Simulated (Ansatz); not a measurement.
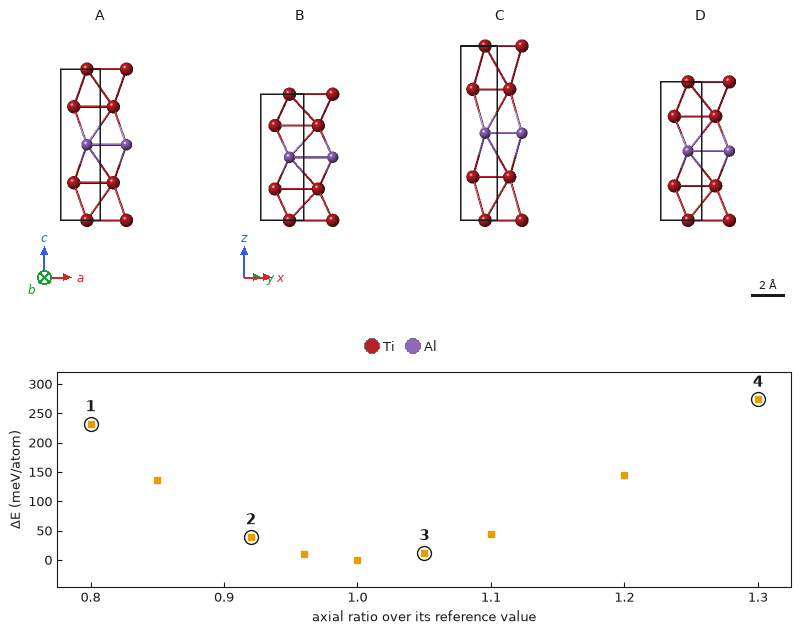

A scan of a crystal of Ti$_{3}$Al (P-6m2): the ratio of the cell's length along z to its lengths across, counted as 1 for the reference, is changed at fixed volume (a c/a path), with the atoms kept at their fractional coordinates. x, y and z are the Cartesian axes of the input. The frames are shuffled; the numbered points of the plot belong to them. A ball-and-stick model of the cell of the calculation, repeated 1 × 1 × 1 with one cell outlined, repeated 2 × 2 × 1 with one cell outlined, seen along the b axis.

All numbers below come from Ansatz 0.2.0, DFT PBEsol, scalar-relativistic, plane waves, PAW. (plane-wave cutoff 420 eV; k-point mesh 24 × 24 × 6; occupations gaussian; smearing width 0.15 eV; no spin polarisation). Energies (free energies at the smearing named) are counted from the relaxed crystal.

Question: Which frame belongs to which numbered point?

Answer: Point 1 is frame B (the relative ratio 0.80, 232.4 meV/atom); 2 is frame D (the relative ratio 0.92, 39.8 meV/atom); 3 is frame A (the relative ratio 1.05, 12.5 meV/atom); 4 is frame C (the relative ratio 1.30, 274.3 meV/atom). Of the computed points the lowest is at the relative ratio 1.00, 0.0 meV/atom. At the ends of the scan the energy is 232.4 meV/atom (0.80) and 274.3 meV/atom (1.30). The distortion keeps the space group P-6m2. At the relative ratio 1.30 the cell of the drawing goes a 2.896 → 2.653 Å, b 2.896 → 2.653 Å, c 9.139 → 10.886 Å.
